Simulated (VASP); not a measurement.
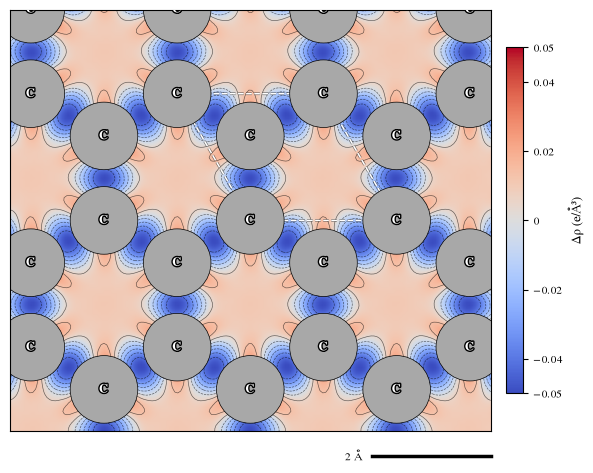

C. Difference of the valence pseudo-densities of two functionals at the same geometry, on the (001) plane of the calculation cell: one of PBEsol and SCAN less the other.

Both computed with VASP (plane waves, PAW), on the same k-point mesh. Grey discs cover the atomic cores.

Question: Which was subtracted from which, and what does the map show?

Answer: It is PBEsol less SCAN. Against SCAN, PBEsol gives less density around C (−0.009 e/Å³ on average at 0.8 Å from the nucleus) and a change of −0.050 e/Å³ at the midpoint of C–C.
